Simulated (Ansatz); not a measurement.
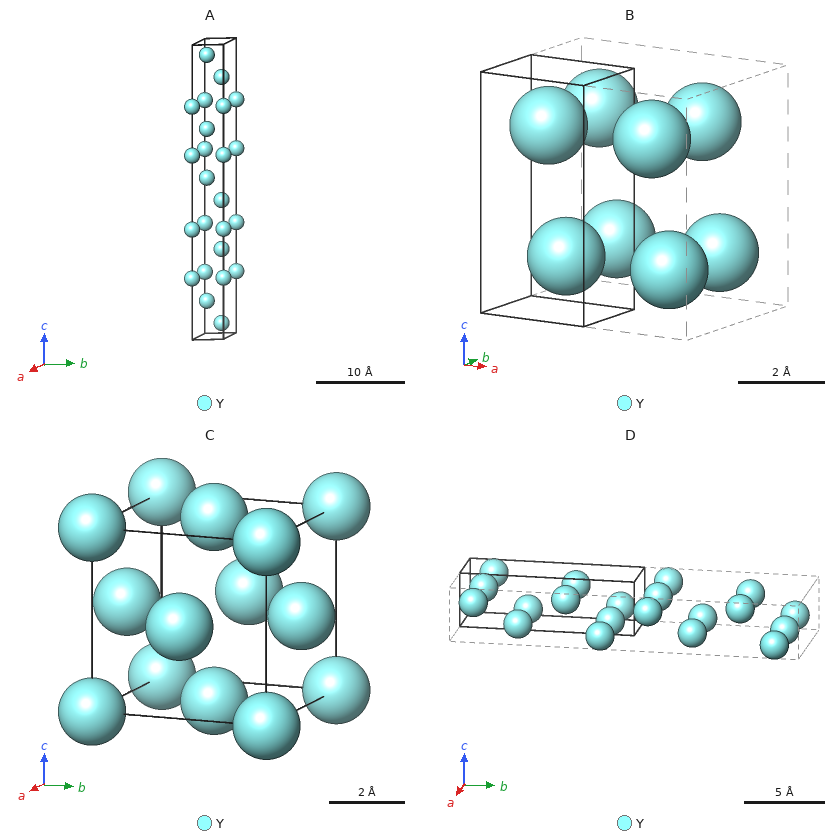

Four structures of Y, each relaxed to rest (conventional cells in solid outline, small ones repeated, each panel with its own scale). Method: Ansatz 0.2.0, DFT PBE, scalar-relativistic, plane waves, PAW, without spin polarisation.

> What are the structures shown?

A: 12 atoms a cell on a rhombohedral (trigonal R) lattice, R-3m; B: hexagonal close-packed (Mg type), P6_3/mmc; C: face-centred cubic (Cu type), Fm-3m; D: 4 atoms a cell on a base-centred orthorhombic lattice, Cmcm.

> Which of these is lowest in energy, and how far above it do the others lie?

B, then A (+13 meV/atom), C (+27 meV/atom) and D (+222 meV/atom), energies at zero smearing.

> Collect the results in a table.

| panel | structure | E − E(lowest) (meV/atom) | volume (Å³/atom) | gap (eV) |
| --- | --- | --- | --- | --- |
| B | P6_3/mmc | 0 | 32.8 | metal |
| A | R-3m | 13 | 32.6 | metal |
| C | Fm-3m | 27 | 32.4 | metal |
| D | Cmcm | 222 | 33.8 | metal |

Some of these may be structure types tried for this composition rather than known phases, and the most stable form need not be among them. Gaps are taken on the k-mesh or band path of each run.
